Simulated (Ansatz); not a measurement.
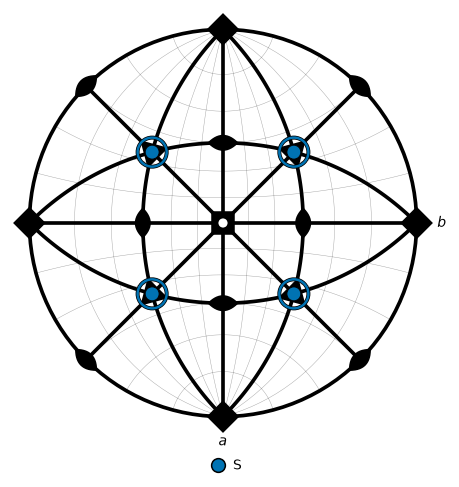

For MoS2, coordinates from a relaxation with DFT PBE, scalar-relativistic, plane waves, PAW in Ansatz; the starting structure was generated, so it need not be a known form of this composition: directions from one molybdenum atom at (0, 0, 0) to its bonded neighbours, in stereographic projection down c (filled: above the plane of the page or in it, open: below). Geometry calculated from the standardised cell; symmetry tolerance 0.002 Å.

Neighbours are counted up to 3.16 Å for S. The symmetry elements of the site are drawn in: heavy lines are mirror planes (a heavy rim: a mirror in the plane of the page); lens, triangle, square and hexagon are 2-, 3-, 4- and 6-fold axes, a lens in an open square is −4, a triangle in an open hexagon −6; thin dashed diameters join the ends of axes that lie in the page; a small open circle marks inversion.

```yaml
crystal:
  lattice:
    - [5.94852, 0.00000, 0.00000]
    - [0.00000, 5.94852, 0.00000]
    - [0.00000, 0.00000, 5.94852]
  atoms:
    - { symbol: Mo, position: [0.00000, 0.00000, 0.00000] }
    - { symbol: S, position: [0.25000, 0.75000, 0.75000] }
    - { symbol: S, position: [0.25000, 0.25000, 0.75000] }
    - { symbol: Mo, position: [0.00000, 0.50000, 0.50000] }
    - { symbol: S, position: [0.25000, 0.25000, 0.25000] }
    - { symbol: S, position: [0.25000, 0.75000, 0.25000] }
    - { symbol: Mo, position: [0.50000, 0.00000, 0.50000] }
    - { symbol: S, position: [0.75000, 0.75000, 0.25000] }
    - { symbol: S, position: [0.75000, 0.25000, 0.25000] }
    - { symbol: Mo, position: [0.50000, 0.50000, 0.00000] }
    - { symbol: S, position: [0.75000, 0.25000, 0.75000] }
    - { symbol: S, position: [0.75000, 0.75000, 0.75000] }
```

**How many neighbours are there, and at what angles?**

8: 8 S at 2.58 Å. Angles between bonds: 71° (12×), 109° (12×), 180° (4×).

**What is the site's symmetry in the crystal?**

Point group m-3m (Oh), order 48: three fourfold axes, four threefold axes, six twofold axes, nine mirror planes, an inversion centre. In No. 225, Fm-3m this is Wyckoff position 4a.
